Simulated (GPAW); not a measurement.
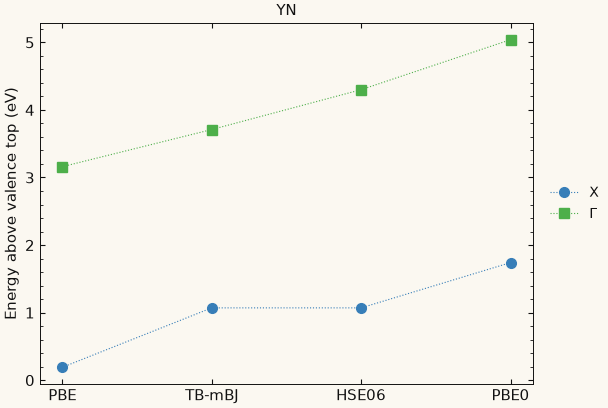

Lowest conduction level at each named k point, counted from the valence-band top at Γ, by several methods on one cell of rocksalt YN, space group Fm-3m, 2 atoms in the primitive cell; cubic a = 4.877 Å. All runs are without spin-orbit coupling and carry no moments.

| method | program | X (eV) | Γ (eV) |
| --- | --- | --- | --- |
| PBE | GPAW | 0.19 | 3.16 |
| TB-mBJ | GPAW | 1.07 | 3.71 |
| HSE06 | GPAW | 1.07 | 4.30 |
| PBE0 | GPAW | 1.74 | 5.04 |

Question: Estimate the G0W0@PBE values. It was run as: PBE, GPAW PAW data sets (gpaw-data 1.2.1), 6×6×6 k mesh, 600 eV cutoff, Fermi-Dirac smearing of 0.001 eV (GPAW 26.7.0), G0W0 with response cutoff 150 eV, frequency model plasmon pole and response bands 120, extrapolated in the response cutoff.

Answer: It starts from PBE, whose row gives 0.19 eV at X. G0W0@PBE gives 0.88 eV at X and 4.25 eV at Γ, which is +0.69 eV from PBE at X.

Question: Does G0W0@PBE shift these levels rigidly from PBE?

Answer: The shifts are +0.69 eV at X and +1.09 eV at Γ: a spread of 0.40 eV on a mean of 0.89 eV, so one shift doesn't describe them.

Question: How do the methods rank at X?

Answer: From low to high: PBE 0.19, G0W0@PBE 0.88, TB-mBJ 1.07, HSE06 1.07, PBE0 1.74 eV. Too close to rank are TB-mBJ against HSE06 (different potentials, meshes and cutoffs).

Settings. PBE: GPAW PAW data sets (gpaw-data 1.2.1), 8×8×8 k mesh, 650 eV cutoff, Fermi-Dirac smearing of 0.05 eV (GPAW 26.7.0). TB-mBJ: GPAW PAW data sets for LDA (gpaw-data 1.2.1), 10×10×10 k mesh, 800 eV cutoff, Fermi-Dirac smearing of 0.05 eV (GPAW). HSE06: GPAW PAW data sets (gpaw-data 1.2.1), 6×6×6 k mesh, 600 eV cutoff, Fermi-Dirac smearing of 0.05 eV (GPAW 26.7.0). PBE0: GPAW PAW data sets (gpaw-data 1.2.1), 6×6×6 k mesh, 600 eV cutoff, Fermi-Dirac smearing of 0.05 eV (GPAW 26.7.0).

These are five of the 16 methods that were run on this cell. TB-mBJ, HSE06 and PBE0: the PAW data sets were made with another functional. HSE06 and PBE0: the k mesh is thin for exact exchange. LDA, GGA and most meta-GGA functionals understate gaps. G0W0@PBE: the k mesh is coarse. G0W0@PBE: the quasiparticle gap is taken among the few k points that were corrected. G0W0@PBE: the long-wavelength limit can be off by several per cent where d states take part. TB-mBJ: this is a model potential built to give gaps, with no total energy.
